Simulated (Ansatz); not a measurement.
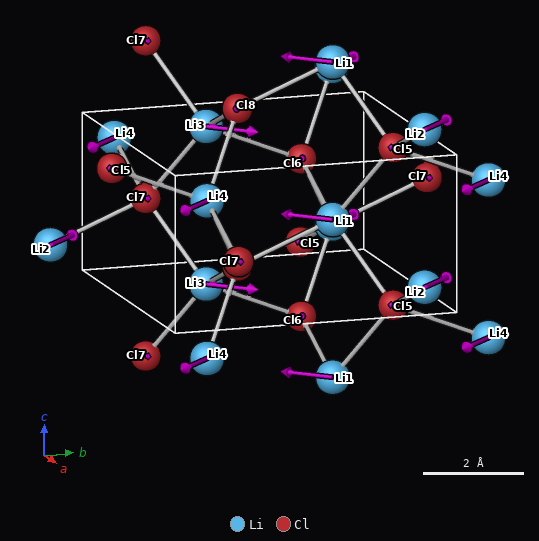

A relaxation of crystalline LiCl (a generated structure, set up in P4_12_12) (coarse preliminary run). The starting structure is drawn; purple arrows show the displacements (the part carried along by the change of the cell is left out), 20 times their true length.

A ball-and-stick model of the cell of the calculation, seen slightly off an axis.

These are results of Ansatz, DFT PBE, scalar-relativistic, plane waves, PAW, not measurements.

Input file:
```yaml
crystal:
  lattice:
    - [5.95768495, 0.0, 0.0]
    - [0.0, 5.95768495, 0.0]
    - [0.0, 0.0, 3.25237623]
  atoms:
    - { symbol: Li, position: [0.66924326, 0.66924326, 0.5] }
    - { symbol: Li, position: [0.16924326, 0.83075674, 0.25] }
    - { symbol: Li, position: [0.33075674, 0.33075674, 0.0] }
    - { symbol: Li, position: [0.83075674, 0.16924326, 0.75] }
    - { symbol: Cl, position: [0.83075674, 0.83075674, 0.0] }
    - { symbol: Cl, position: [0.33075674, 0.66924326, 0.75] }
    - { symbol: Cl, position: [0.16924326, 0.16924326, 0.5] }
    - { symbol: Cl, position: [0.66924326, 0.33075674, 0.25] }
basis:
  ecutwfc: 420
kpoints:
  mp_grid: { grid: [4, 4, 6] }
hamiltonian:
  xc: pbe
scf:
  occupations: { method: gaussian, width: 0.1 }
  lower_state_search: "off"
output:
  forces: true
  stress: true
  eigenvalues: true
relax:
  adjacent_minimum: "off"
  f_tol: 0.04
  max_steps: 70
  cell: { stress_tol: 0.4 }
```

Command:
```bash
ansatz run input.yaml --threads 1 --pin off --max-ram 2560MiB --backend cpu --events-out ev --progress --plain --runs-dir out
```

> Which element moves most?

Lithium: up to 0.061 Å, against 0.007 Å for chlorine.

> What happened in the run?

The energy falls by 2.283 eV per cell of the calculation in 4 accepted moves (5 points after the start). Largest force component: 0.2 eV/Å at the start, 0.0046 eV/Å at the end. Pressure: 19.68 GPa at the start and 0.10 GPa at the end. At 1 point the geometry stayed and the basis and grid were re-selected for the new cell (energy shift of 12.9 meV per cell of the calculation at most each time). The largest moves relative to the cell, 0.061 Å, are those of Li1, Li2, Li3 and Li4. Li3 goes along [1 1 0]. By element the largest moves are Li 0.061 Å, Cl 0.007 Å. The volume changes by +43.4 %, with a = b 5.958 → 6.779 Å (+13.8 %), c 3.252 → 3.603 Å (+10.8 %). Among the contacts that change: Li1–Cl5 2.120 → 2.411 Å, Li1–Cl6 2.174 → 2.430 Å. Bond angles that change, for instance: Cl6–Li2–Cl6 100.2° → 96.7°, Li2–Cl6–Li2 100.2° → 96.7°, Li1–Cl6–Li3 98.0° → 95.8°. The space group stays P4_12_12 (No. 92).
